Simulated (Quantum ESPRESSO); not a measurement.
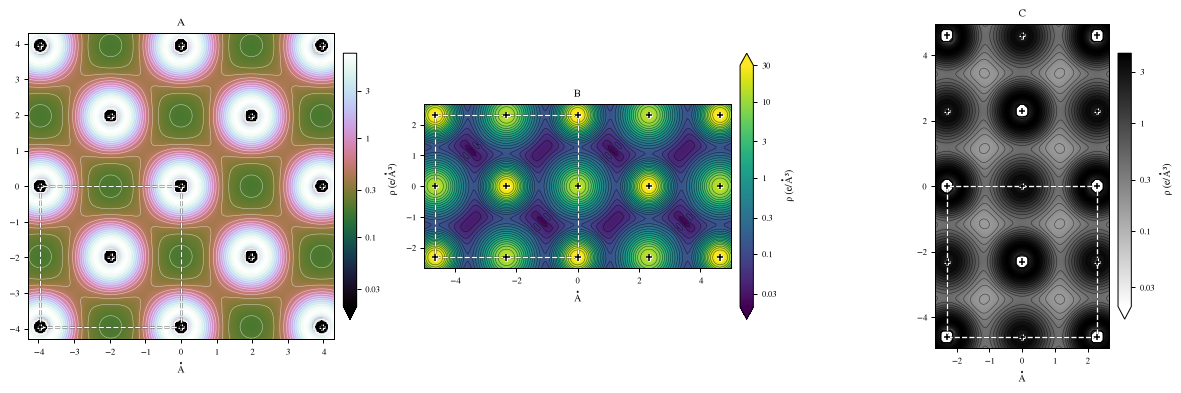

The valence pseudo-density of 3 systems, each on a plane through atoms (crosses mark nuclei in the plane).

Level of theory: Kohn-Sham DFT of a periodic cell, PBE, SSSP 1.3 efficiency PBE (Quantum ESPRESSO 7.5).

System 1: NaF, the (100) plane of the conventional cell. Space group Fm-3m; computed pressure about 2 GPa in this cell.

```yaml
crystal:
  lattice:
    - [4.64000, 0.00000, 0.00000]
    - [0.00000, 4.64000, 0.00000]
    - [0.00000, 0.00000, 4.64000]
  atoms:
    - { symbol: Na, position: [0.00000, 0.00000, 0.00000] }
    - { symbol: Na, position: [0.50000, 0.50000, 0.00000] }
    - { symbol: Na, position: [0.50000, 0.00000, 0.50000] }
    - { symbol: Na, position: [0.00000, 0.50000, 0.50000] }
    - { symbol: F, position: [0.50000, 0.00000, 0.00000] }
    - { symbol: F, position: [0.00000, 0.50000, 0.00000] }
    - { symbol: F, position: [0.00000, 0.00000, 0.50000] }
    - { symbol: F, position: [0.50000, 0.50000, 0.50000] }
```

System 2: Re, the (100) plane of the conventional cell. Space group Fm-3m; computed pressure about −9 GPa in this cell.

System 3: ZrN, the (010) plane of the conventional cell. Space group Fm-3m.

Match each panel to its system.

Panel A is system 2, Re: the plane holds Re. Re–Re (2.79 Å): the density is about 0.41 e/Å³ at the midpoint. Panel B is system 1, NaF: the plane holds Na and F. Na–F (2.32 Å): the density is about 0.15 e/Å³ at the midpoint. Panel C is system 3, ZrN: the plane holds Zr and N. Zr–N (2.30 Å): the density is about 0.44 e/Å³ at the midpoint.
